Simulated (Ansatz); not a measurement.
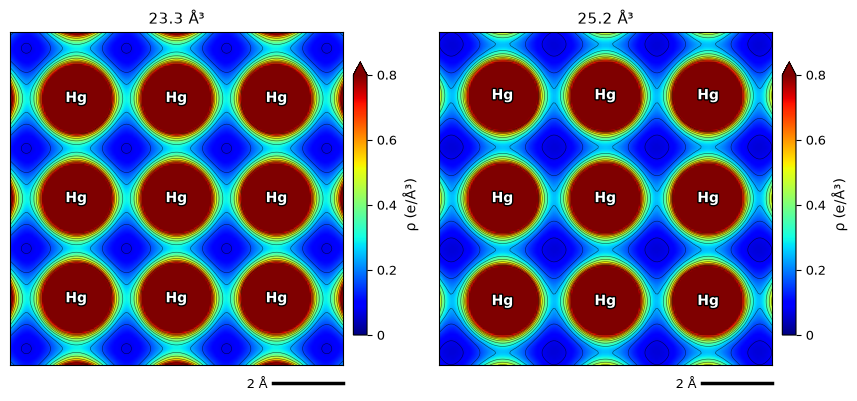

Hg. The valence pseudo-density of cells scaled evenly to different volumes (given per atom above each panel), on the (100) plane of each (indices in the axes of the cell below), at one length scale and on one colour scale.

A generated structure, not necessarily the stable one.

All numbers below come from Ansatz, DFT, LDA (PW92), plane waves (420 eV) with PAW, scalar-relativistic.

In a PAW calculation such maps are meaningful between the atoms, not at the nuclei.

The largest cell:

```xyz
1
Lattice="2.9324 0.0000 0.0000 0.0000 2.9324 0.0000 0.0000 0.0000 2.9324" Properties=species:S:1:pos:R:3 pbc="T T T"
Hg    0.0000    0.0000    0.0000
```

| volume (Å³/atom) | Hg–Hg contact in the plane (Å) | ρ at its midpoint (e/Å³) | pressure (GPa) | 
| --- | --- | --- | --- |
| 23.28 | 2.855 | 0.293 | 2.4 | 
| 24.25 | 2.894 | ? | ? | 
| 25.22 | 2.932 | 0.252 | −1.9 | 

Estimate the missing row, and compare with the calculation.

Answer. Over the known rows ln ρ falls by 1.96 per Å of Hg–Hg distance (the line through the two), which gives 0.271 e/Å³ at 2.894 Å; the calculation gives 0.272 e/Å³. For the pressure, a straight line in volume between the neighbouring rows gives 0.2 GPa; the calculation gives −0.1, lower because pressure rises ever faster on compression.
